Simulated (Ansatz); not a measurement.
Consider W (slab).

Input file:

```
crystal:
  lattice:
    - [2.7157534949, 0.0, 0.0]
    - [-0.905251165, 2.5604369497, 0.0]
    - [0.0, 0.0, 26.0870172161]
  atoms:
    - { symbol: W, position: [0.5, 0.5, 0.2874993311] }
    - { symbol: W, position: [0.0, 0.0, 0.3724995987] }
    - { symbol: W, position: [0.5, 0.5, 0.4574998662] }
    - { symbol: W, position: [0.0, 0.0, 0.5425001338] }
    - { symbol: W, position: [0.5, 0.5, 0.6275004013] }
    - { symbol: W, position: [0.0, 0.0, 0.7125006689] }
basis:
  ecutwfc: 420
kpoints:
  mp_grid: { grid: [13, 13, 1] }
hamiltonian:
  xc: lda
scf:
  occupations: { method: gaussian, width: 0.1 }
output:
  forces: true
  stress: true
  eigenvalues: true
  write_density: true
  write_potential: true
  elf: true
  volumetric_format: npy
efield:
  axis: 3
  dipole_correction: true
```

Run with:

```sh
ansatz run input.yaml --threads 1 --pin off --max-ram 2560MiB --backend cpu --events-out ev --progress --plain --runs-dir out
```

Not relaxed (largest force 0.8 eV/Å).

Level of theory: DFT LDA, scalar-relativistic, plane waves, PAW (Ansatz).

What will maps of the valence pseudo-density and electron localisation function show?

W–W (2.72 Å): ρ is about 0.43 e/Å³ halfway; the ELF is about 0.35 at the midpoint.

Does the calculation make it a metal, or give it a gap?

It is metallic or semimetallic at this level of theory: no gap opens.

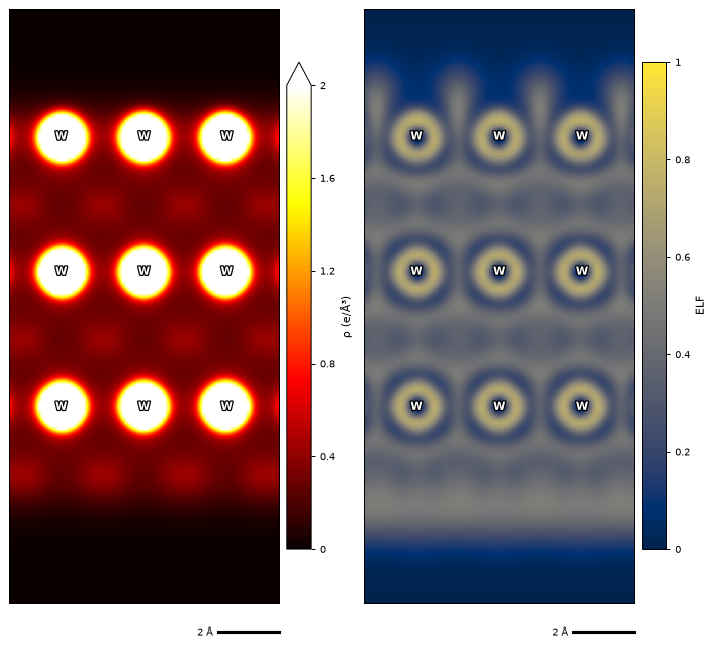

Computed valence pseudo-density and electron localisation function on the (010) plane of the calculation cell, a cut from vacuum to vacuum, in this order. 

The density is the valence pseudo-density of a PAW calculation; it isn't the true density close to the nuclei.
